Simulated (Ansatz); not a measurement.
# Grey arsenic (A7) under LDA: convergence with the Methfessel-Paxton smearing

How small must the Methfessel-Paxton smearing width be for energy and pressure to settle? The geometry was relaxed under LDA beforehand and stays fixed; 7 values are run, from 0.01 to 1.0 eV. Wanted are the values from which on the energy stays within 10 and 1 meV/atom, and the pressure within 0.5 GPa, of the narrowest run. Within the series other settings stay, but some runs also write fields, which adds to their time. Spin polarisation is left out.

Computed with Ansatz 0.2.0 (DFT LDA, plane waves with PAW, scalar-relativistic, unless a step says otherwise).

## (1) The structure to begin with

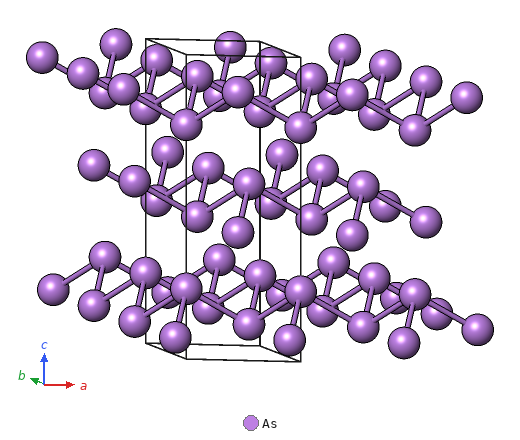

The structure, seen slightly off an axis (arsenic purple). 2×2×1 conventional cells are drawn; the run uses a primitive one. Any atoms on the faces are drawn again on the opposite ones, and bonded neighbours outside are added.

Coordinates:

```cif
data_structure
_symmetry_space_group_name_H-M 'P 1'
_symmetry_Int_Tables_number 1
_cell_length_a 3.9731
_cell_length_b 3.9731
_cell_length_c 3.9731
_cell_angle_alpha 56.481
_cell_angle_beta 56.481
_cell_angle_gamma 56.481
_cell_volume 40.74
loop_
_atom_site_label
_atom_site_type_symbol
_atom_site_fract_x
_atom_site_fract_y
_atom_site_fract_z
_atom_site_occupancy
As1 As 0.76951 0.76951 0.76951 1
As2 As 0.23049 0.23049 0.23049 1
```

## (2) With a width of 0.01 eV

The run at 0.01 eV.

input.yaml

```yaml
crystal:
  lattice:
    - [1.8799878575, 1.0854114956, 3.3276505507]
    - [-1.8799878575, 1.0854114956, 3.3276505507]
    - [0.0, -2.1708229912, 3.3276505507]
  atoms:
    - { symbol: As, position: [0.769512817, 0.769512817, 0.769512817] }
    - { symbol: As, position: [0.230487183, 0.230487183, 0.230487183] }
hamiltonian:
  xc: lda
  pseudopotentials:
    kind: paw
    azcp:
      As: "pseudopotentials/As.paw.azcp"
basis:
  ecutwfc: 420
  fft_grid_basis: typed
kpoints:
  mp_grid: { grid: [10, 10, 10], shift: [0, 0, 0] }
magnetization:
  spin_polarized: false
scf:
  occupations: { method: methfessel_paxton, width: 0.01 }
  lower_state_search: "off"
output:
  stress: true
  write_density: true
  write_potential: true
  elf: true
  volumetric_format: npy
```

On the command line:

```console
$ ansatz run input.yaml --threads 2 --pin off --max-ram 5120MiB --backend cpu --events-out ev --progress --plain --runs-dir out
```

Log, cut to the lines that bear on the results:

```text
Warning: <dir> the record states the generating functional pbe (its physics header spells it `PBE`), which answers neither for hamiltonian.xc's functional nor for the lda family's — results may be inconsistent (PPs are generated against a specific XC)
Warning: RAYON_NUM_THREADS=2 ignored (pool sized by the plan → 2); use --threads N
[...]
Pseudopotentials: kind: paw
Pseudopotential: As, paw, valence charge 15, recommended cutoff 420 eV (normal), <dir>
Functional definition: SPW92
[...]
Crystal: 2 atoms, lattice volume = 40.742 Å³
Basis set: ecut = 420 eV, 773 PW (Γ)
Bands: 19, of which v1, the nominal top of the filled ones, is band 15 counted from 1 (14 counted from 0)
Symmetry: 12 space group operations
Space group: R-3m (ITA 166), of the structure as read, at distance tolerance 3.4e-5 Å
k-points: 116 of 1000
[...]
SCF iter   1: F=—  HF=-9547.352189 eV  |F-HF|=—  |Δ(HF+E_count)|=         —  Δρ=5.05e-3  dr2=5.13e-3  ethr=1.77e-3  ⟨swp⟩=6.0  Hψ=10172  notcnv=0
[...]
SCF iter   6: F=-9547.349478 eV  HF=-9547.349478 eV  |F-HF|=3.33e-8  |Δ(HF+E_count)|=   4.59e-8  S|Δr|=    0.00e0  Δρ=9.20e-6  dr2=2.04e-8  ethr=3.33e-10  ⟨swp⟩=7.6  Hψ=11776  notcnv=0
[...]
SCF converged after 6 iterations
Stability not checked: this state was not tested for a lower state beside it, because cold or Methfessel-Paxton smearing, or corrected tetrahedra, fill the levels in a way that the test cannot read (fill_not_monotonic; see scf.lower_state_search)
Free energy (F): -9547.349478 eV
[...]
E sigma→0 (E₀):  -9547.349476 eV
Entropy (-TS):   -0.000009 eV (-0.005 meV/atom)
Fermi energy:    11.240998 eV
[...]
--- Stress (GPa, compression-positive) ---
        0.024143      -0.000000      -0.000000
        0.000000       0.024143      -0.000000
       -0.000000      -0.000000      -0.058439
  P = ⅓ Tr σ = -0.0034 GPa (-0.034 kbar)
--- Band table (eV; the first three rows and the last of 116) ---
  k-point 0: bands = ["-25.1424", "-25.1424", "-25.0935", "-25.0935", "-25.0665", "-25.0229", "-25.0229", "-25.0128", "-24.9758", "-24.9758", "-4.0658", "5.7360", "8.8961", "9.1745", "9.1745", "13.4502", "14.4674", "14.4674", "17.8060"]
[...]
```

Run time: 3.4 s. Hardware: 2 threads of Arm Neoverse V1, shared host; peak memory 0.34 GiB.

## (3) With a width of 0.03 eV

The run at 0.03 eV.

input.yaml: that of step 2 with these lines changed.

```diff
@@ -22,3 +22,3 @@
 scf:
-  occupations: { method: methfessel_paxton, width: 0.01 }
+  occupations: { method: methfessel_paxton, width: 0.03 }
   lower_state_search: "off"
@@ -26,5 +26 @@
   stress: true
-  write_density: true
-  write_potential: true
-  elf: true
-  volumetric_format: npy
```

On the command line:

```console
$ ansatz run input.yaml --threads 2 --pin off --max-ram 5120MiB --backend cpu --events-out ev --progress --plain --runs-dir out
```

Log, cut to the lines that bear on the results:

```text
Warning: <dir> the record states the generating functional pbe (its physics header spells it `PBE`), which answers neither for hamiltonian.xc's functional nor for the lda family's — results may be inconsistent (PPs are generated against a specific XC)
Warning: RAYON_NUM_THREADS=2 ignored (pool sized by the plan → 2); use --threads N
[...]
Pseudopotentials: kind: paw
Pseudopotential: As, paw, valence charge 15, recommended cutoff 420 eV (normal), <dir>
Functional definition: SPW92
[...]
Crystal: 2 atoms, lattice volume = 40.742 Å³
Basis set: ecut = 420 eV, 773 PW (Γ)
Bands: 19, of which v1, the nominal top of the filled ones, is band 15 counted from 1 (14 counted from 0)
Symmetry: 12 space group operations
Space group: R-3m (ITA 166), of the structure as read, at distance tolerance 3.4e-5 Å
k-points: 116 of 1000
[...]
SCF iter   1: F=—  HF=-9547.352300 eV  |F-HF|=—  |Δ(HF+E_count)|=         —  Δρ=5.05e-3  dr2=5.12e-3  ethr=1.77e-3  ⟨swp⟩=6.0  Hψ=10228  notcnv=0
[...]
SCF iter   5: F=-9547.349509 eV  HF=-9547.349509 eV  |F-HF|=2.98e-8  |Δ(HF+E_count)|=   8.45e-7  S|Δr|=    0.00e0  Δρ=1.05e-5  dr2=4.15e-8  ethr=3.33e-10  ⟨swp⟩=3.0  Hψ=9172  notcnv=0
[...]
SCF converged after 5 iterations
Stability not checked: this state was not tested for a lower state beside it, because cold or Methfessel-Paxton smearing, or corrected tetrahedra, fill the levels in a way that the test cannot read (fill_not_monotonic; see scf.lower_state_search)
Free energy (F): -9547.349509 eV
[...]
E sigma→0 (E₀):  -9547.349495 eV
Entropy (-TS):   -0.000057 eV (-0.028 meV/atom)
Fermi energy:    11.244889 eV
[...]
--- Stress (GPa, compression-positive) ---
        0.042494      -0.000000      -0.000000
       -0.000000       0.042494      -0.000000
       -0.000000      -0.000000      -0.076605
  P = ⅓ Tr σ = 0.0028 GPa (0.028 kbar)
```

Run time: 2 s. Hardware: 2 threads of Arm Neoverse V1, shared host; peak memory 0.34 GiB.

## (4) With a width of 0.1 eV

The run at 0.1 eV.

input.yaml: that of step 3 with these lines changed.

```diff
@@ -22,3 +22,3 @@
 scf:
-  occupations: { method: methfessel_paxton, width: 0.03 }
+  occupations: { method: methfessel_paxton, width: 0.1 }
   lower_state_search: "off"
```

On the command line:

```console
$ ansatz run input.yaml --threads 2 --pin off --max-ram 5120MiB --backend cpu --events-out ev --progress --plain --runs-dir out
```

Log, cut to the lines that bear on the results:

```text
Warning: <dir> the record states the generating functional pbe (its physics header spells it `PBE`), which answers neither for hamiltonian.xc's functional nor for the lda family's — results may be inconsistent (PPs are generated against a specific XC)
Warning: RAYON_NUM_THREADS=2 ignored (pool sized by the plan → 2); use --threads N
[...]
Pseudopotentials: kind: paw
Pseudopotential: As, paw, valence charge 15, recommended cutoff 420 eV (normal), <dir>
Functional definition: SPW92
[...]
Crystal: 2 atoms, lattice volume = 40.742 Å³
Basis set: ecut = 420 eV, 773 PW (Γ)
Bands: 19, of which v1, the nominal top of the filled ones, is band 15 counted from 1 (14 counted from 0)
Symmetry: 12 space group operations
Space group: R-3m (ITA 166), of the structure as read, at distance tolerance 3.4e-5 Å
k-points: 116 of 1000
[...]
SCF iter   1: F=—  HF=-9547.352561 eV  |F-HF|=—  |Δ(HF+E_count)|=         —  Δρ=5.03e-3  dr2=5.09e-3  ethr=1.77e-3  ⟨swp⟩=5.3  Hψ=10281  notcnv=0
[...]
SCF iter   5: F=-9547.349615 eV  HF=-9547.349615 eV  |F-HF|=6.31e-8  |Δ(HF+E_count)|=   1.86e-6  S|Δr|=    0.00e0  Δρ=1.17e-5  dr2=4.35e-8  ethr=3.33e-10  ⟨swp⟩=3.0  Hψ=9765  notcnv=0
[...]
SCF converged after 5 iterations
Stability not checked: this state was not tested for a lower state beside it, because cold or Methfessel-Paxton smearing, or corrected tetrahedra, fill the levels in a way that the test cannot read (fill_not_monotonic; see scf.lower_state_search)
Free energy (F): -9547.349615 eV
[...]
E sigma→0 (E₀):  -9547.349586 eV
Entropy (-TS):   -0.000115 eV (-0.057 meV/atom)
Fermi energy:    11.268874 eV
[...]
--- Stress (GPa, compression-positive) ---
        0.061984       0.000000      -0.000000
       -0.000000       0.061984      -0.000000
       -0.000000      -0.000000      -0.103356
  P = ⅓ Tr σ = 0.0069 GPa (0.069 kbar)
```

It took 2 s on 2 threads of Arm Neoverse V1, shared host; peak memory 0.34 GiB.

## (5) With a width of 0.2 eV

The run at 0.2 eV.

input.yaml: that of step 4 with these lines changed.

```diff
@@ -22,3 +22,3 @@
 scf:
-  occupations: { method: methfessel_paxton, width: 0.1 }
+  occupations: { method: methfessel_paxton, width: 0.2 }
   lower_state_search: "off"
```

On the command line:

```console
$ ansatz run input.yaml --threads 2 --pin off --max-ram 5120MiB --backend cpu --events-out ev --progress --plain --runs-dir out
```

Log, cut to the lines that bear on the results:

```text
Warning: <dir> the record states the generating functional pbe (its physics header spells it `PBE`), which answers neither for hamiltonian.xc's functional nor for the lda family's — results may be inconsistent (PPs are generated against a specific XC)
Warning: RAYON_NUM_THREADS=2 ignored (pool sized by the plan → 2); use --threads N
[...]
Pseudopotentials: kind: paw
Pseudopotential: As, paw, valence charge 15, recommended cutoff 420 eV (normal), <dir>
Functional definition: SPW92
[...]
Crystal: 2 atoms, lattice volume = 40.742 Å³
Basis set: ecut = 420 eV, 773 PW (Γ)
Bands: 19, of which v1, the nominal top of the filled ones, is band 15 counted from 1 (14 counted from 0)
Symmetry: 12 space group operations
Space group: R-3m (ITA 166), of the structure as read, at distance tolerance 3.4e-5 Å
k-points: 116 of 1000
[...]
SCF iter   1: F=—  HF=-9547.352524 eV  |F-HF|=—  |Δ(HF+E_count)|=         —  Δρ=5.06e-3  dr2=5.17e-3  ethr=1.77e-3  ⟨swp⟩=5.0  Hψ=9750  notcnv=0
[...]
SCF iter   5: F=-9547.349663 eV  HF=-9547.349663 eV  |F-HF|=2.64e-8  |Δ(HF+E_count)|=   7.13e-7  S|Δr|=    0.00e0  Δρ=1.05e-5  dr2=4.03e-8  ethr=3.33e-10  ⟨swp⟩=2.8  Hψ=8957  notcnv=0
[...]
SCF converged after 5 iterations
Stability not checked: this state was not tested for a lower state beside it, because cold or Methfessel-Paxton smearing, or corrected tetrahedra, fill the levels in a way that the test cannot read (fill_not_monotonic; see scf.lower_state_search)
Free energy (F): -9547.349663 eV
[...]
E sigma→0 (E₀):  -9547.349760 eV
Entropy (-TS):   0.000386 eV (0.193 meV/atom)
Fermi energy:    11.298496 eV
[...]
--- Stress (GPa, compression-positive) ---
        0.067141      -0.000000      -0.000000
       -0.000000       0.067141      -0.000000
       -0.000000      -0.000000      -0.055828
  P = ⅓ Tr σ = 0.0262 GPa (0.262 kbar)
```

Run time: 2 s. Hardware: 2 threads of Arm Neoverse V1, shared host; peak memory 0.33 GiB.

## (6) With a width of 0.3 eV

The run at 0.3 eV.

input.yaml: that of step 5 with these lines changed.

```diff
@@ -22,3 +22,3 @@
 scf:
-  occupations: { method: methfessel_paxton, width: 0.2 }
+  occupations: { method: methfessel_paxton, width: 0.3 }
   lower_state_search: "off"
@@ -26 +26,5 @@
   stress: true
+  write_density: true
+  write_potential: true
+  elf: true
+  volumetric_format: npy
```

On the command line:

```console
$ ansatz run input.yaml --threads 2 --pin off --max-ram 5120MiB --backend cpu --events-out ev --progress --plain --runs-dir out
```

Log, cut to the lines that bear on the results:

```text
Warning: <dir> the record states the generating functional pbe (its physics header spells it `PBE`), which answers neither for hamiltonian.xc's functional nor for the lda family's — results may be inconsistent (PPs are generated against a specific XC)
Warning: RAYON_NUM_THREADS=2 ignored (pool sized by the plan → 2); use --threads N
[...]
Pseudopotentials: kind: paw
Pseudopotential: As, paw, valence charge 15, recommended cutoff 420 eV (normal), <dir>
Functional definition: SPW92
[...]
Crystal: 2 atoms, lattice volume = 40.742 Å³
Basis set: ecut = 420 eV, 773 PW (Γ)
Bands: 19, of which v1, the nominal top of the filled ones, is band 15 counted from 1 (14 counted from 0)
Symmetry: 12 space group operations
Space group: R-3m (ITA 166), of the structure as read, at distance tolerance 3.4e-5 Å
k-points: 116 of 1000
[...]
SCF iter   1: F=—  HF=-9547.351779 eV  |F-HF|=—  |Δ(HF+E_count)|=         —  Δρ=5.09e-3  dr2=5.25e-3  ethr=1.77e-3  ⟨swp⟩=5.0  Hψ=9330  notcnv=0
[...]
SCF iter   7: F=-9547.349001 eV  HF=-9547.349001 eV  |F-HF|=1.80e-9  |Δ(HF+E_count)|=   3.60e-8  S|Δr|=    0.00e0  Δρ=4.52e-6  dr2=1.46e-8  ethr=3.33e-10  ⟨swp⟩=7.5  Hψ=13499  notcnv=0
[...]
SCF converged after 7 iterations
Stability not checked: this state was not tested for a lower state beside it, because cold or Methfessel-Paxton smearing, or corrected tetrahedra, fill the levels in a way that the test cannot read (fill_not_monotonic; see scf.lower_state_search)
Free energy (F): -9547.349001 eV
[...]
E sigma→0 (E₀):  -9547.349907 eV
Entropy (-TS):   0.003624 eV (1.812 meV/atom)
Fermi energy:    11.325141 eV
[...]
--- Stress (GPa, compression-positive) ---
        0.081983       0.000000      -0.000000
       -0.000000       0.081983      -0.000000
       -0.000000      -0.000000      -0.044406
  P = ⅓ Tr σ = 0.0399 GPa (0.399 kbar)
--- Band table (eV; the first three rows and the last of 116) ---
  k-point 0: bands = ["-25.1408", "-25.1408", "-25.0921", "-25.0921", "-25.0646", "-25.0215", "-25.0215", "-25.0109", "-24.9742", "-24.9742", "-4.0651", "5.7371", "8.8970", "9.1751", "9.1751", "13.4513", "14.4676", "14.4676", "17.8063"]
[...]
```

Wall time 3.6 s (2 threads of Arm Neoverse V1, shared host); peak memory 0.34 GiB.

## (7) With a width of 0.6 eV

The run at 0.6 eV.

input.yaml: that of step 6 with these lines changed.

```diff
@@ -22,3 +22,3 @@
 scf:
-  occupations: { method: methfessel_paxton, width: 0.3 }
+  occupations: { method: methfessel_paxton, width: 0.6 }
   lower_state_search: "off"
@@ -26,5 +26 @@
   stress: true
-  write_density: true
-  write_potential: true
-  elf: true
-  volumetric_format: npy
```

On the command line:

```console
$ ansatz run input.yaml --threads 2 --pin off --max-ram 5120MiB --backend cpu --events-out ev --progress --plain --runs-dir out
```

Log, cut to the lines that bear on the results:

```text
Warning: <dir> the record states the generating functional pbe (its physics header spells it `PBE`), which answers neither for hamiltonian.xc's functional nor for the lda family's — results may be inconsistent (PPs are generated against a specific XC)
Warning: RAYON_NUM_THREADS=2 ignored (pool sized by the plan → 2); use --threads N
band count auto-derived: 20 (N_el = 30.0; filled up to band 15; 19 by the electrons, moments and atoms)
[...]
Pseudopotentials: kind: paw
Pseudopotential: As, paw, valence charge 15, recommended cutoff 420 eV (normal), <dir>
Functional definition: SPW92
[...]
Crystal: 2 atoms, lattice volume = 40.742 Å³
Basis set: ecut = 420 eV, 773 PW (Γ)
Bands: 20, of which v1, the nominal top of the filled ones, is band 15 counted from 1 (14 counted from 0)
Symmetry: 12 space group operations
Space group: R-3m (ITA 166), of the structure as read, at distance tolerance 3.4e-5 Å
k-points: 116 of 1000
[...]
SCF iter   1: F=—  HF=-9547.340556 eV  |F-HF|=—  |Δ(HF+E_count)|=         —  Δρ=5.05e-3  dr2=5.22e-3  ethr=1.77e-3  ⟨swp⟩=5.0  Hψ=9951  notcnv=0
[...]
SCF iter   6: F=-9547.337715 eV  HF=-9547.337715 eV  |F-HF|=7.31e-8  |Δ(HF+E_count)|=   1.74e-8  S|Δr|=    0.00e0  Δρ=9.88e-6  dr2=3.99e-8  ethr=3.33e-10  ⟨swp⟩=4.0  Hψ=8107  notcnv=0
[...]
SCF converged after 6 iterations
Stability not checked: this state was not tested for a lower state beside it, because cold or Methfessel-Paxton smearing, or corrected tetrahedra, fill the levels in a way that the test cannot read (fill_not_monotonic; see scf.lower_state_search)
Free energy (F): -9547.337715 eV
[...]
E sigma→0 (E₀):  -9547.346870 eV
Entropy (-TS):   0.036621 eV (18.310 meV/atom)
Fermi energy:    11.362295 eV
[...]
--- Stress (GPa, compression-positive) ---
       -0.082308      -0.000000      -0.000000
       -0.000000      -0.082308      -0.000000
       -0.000000      -0.000000      -0.019420
  P = ⅓ Tr σ = -0.0613 GPa (-0.613 kbar)
```

Wall time 2.1 s (2 threads of Arm Neoverse V1, shared host); peak memory 0.33 GiB.

## (8) With a width of 1.0 eV

The run at 1.0 eV.

input.yaml: that of step 7 with these lines changed.

```diff
@@ -22,3 +22,3 @@
 scf:
-  occupations: { method: methfessel_paxton, width: 0.6 }
+  occupations: { method: methfessel_paxton, width: 1.0 }
   lower_state_search: "off"
```

On the command line:

```console
$ ansatz run input.yaml --threads 2 --pin off --max-ram 5120MiB --backend cpu --events-out ev --progress --plain --runs-dir out
```

Log, cut to the lines that bear on the results:

```text
Warning: <dir> the record states the generating functional pbe (its physics header spells it `PBE`), which answers neither for hamiltonian.xc's functional nor for the lda family's — results may be inconsistent (PPs are generated against a specific XC)
Warning: RAYON_NUM_THREADS=2 ignored (pool sized by the plan → 2); use --threads N
band count auto-derived: 21 (N_el = 30.0; filled up to band 15; 19 by the electrons, moments and atoms)
[...]
Pseudopotentials: kind: paw
Pseudopotential: As, paw, valence charge 15, recommended cutoff 420 eV (normal), <dir>
Functional definition: SPW92
[...]
Crystal: 2 atoms, lattice volume = 40.742 Å³
Basis set: ecut = 420 eV, 773 PW (Γ)
Bands: 21, of which v1, the nominal top of the filled ones, is band 15 counted from 1 (14 counted from 0)
Symmetry: 12 space group operations
Space group: R-3m (ITA 166), of the structure as read, at distance tolerance 3.4e-5 Å
k-points: 116 of 1000
[...]
SCF iter   1: F=—  HF=-9547.309002 eV  |F-HF|=—  |Δ(HF+E_count)|=         —  Δρ=4.94e-3  dr2=4.98e-3  ethr=1.77e-3  ⟨swp⟩=5.0  Hψ=10578  notcnv=0
[...]
SCF iter   7: F=-9547.306206 eV  HF=-9547.306206 eV  |F-HF|=4.66e-9  |Δ(HF+E_count)|=   1.56e-7  S|Δr|=    0.00e0  Δρ=5.74e-6  dr2=2.39e-8  ethr=3.33e-10  ⟨swp⟩=4.0  Hψ=8295  notcnv=0
[...]
SCF converged after 7 iterations
Stability not checked: this state was not tested for a lower state beside it, because cold or Methfessel-Paxton smearing, or corrected tetrahedra, fill the levels in a way that the test cannot read (fill_not_monotonic; see scf.lower_state_search)
Free energy (F): -9547.306206 eV
[...]
E sigma→0 (E₀):  -9547.329633 eV
Entropy (-TS):   0.093708 eV (46.854 meV/atom)
Fermi energy:    11.278168 eV
[...]
--- Stress (GPa, compression-positive) ---
       -0.412818       0.000000      -0.000000
        0.000000      -0.412818      -0.000000
       -0.000000      -0.000000       0.126712
  P = ⅓ Tr σ = -0.2330 GPa (-2.330 kbar)
```

It took 2.4 s on 2 threads of Arm Neoverse V1, shared host; peak memory 0.35 GiB.

## (9) The series

Differences are taken from the run at 0.01 eV.

```csv
smearing (eV),F (meV/atom),E(σ → 0) (meV/atom),P (GPa),SCF cycles,CPU time
0.01,0.00,0.00,0.00,6,6.7 s
0.03,-0.02,-0.01,0.00,5,3.9 s
0.1,-0.07,-0.06,0.01,5,3.9 s
0.2,-0.09,-0.14,0.03,5,3.9 s
0.3,0.24,-0.22,0.04,7,7 s
0.6,5.88,1.30,-0.06,6,4 s
1.0,21.64,9.92,-0.23,7,4.6 s
```

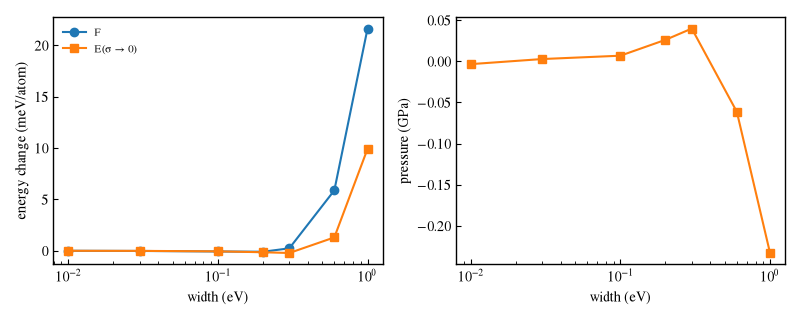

Energy and pressure against the Methfessel-Paxton smearing width.

## (10) Summary of results

| quantity | value |
| --- | --- |
| E(σ → 0) stays within 10 meV/atom of 0.01 eV | up to 1.0 eV |
| E(σ → 0) stays within 1 meV/atom | up to 0.3 eV |
| pressure stays within 0.5 GPa | up to 1.0 eV |
| pressure at 0.01 eV | 0.00 GPa |
| energy of a separate run on a finer mesh (17×17×17) | +4.3 meV/atom from 0.01 eV |

What this shows: At 1.0 eV the energy differs by +9.9 meV/atom and the pressure by -0.2 GPa. Over the range F shifts by +21.6 meV/atom, while E(σ → 0) shifts by +9.9. This scheme cancels the term in the square of the width, so F moves little up to 0.2 eV. The mesh (10×10×10) is fixed, so the narrowest widths carry a k-point error of their own. The yardstick itself is unsettled by 4.3 meV/atom against the finer mesh, so the thresholds above hold only within this series, and wider smearing, which averages over more states, can land nearer the fine-mesh value than the narrowest does. The cell taken over is 5 % smaller than the measured one (21.53 Å³/atom, COD).
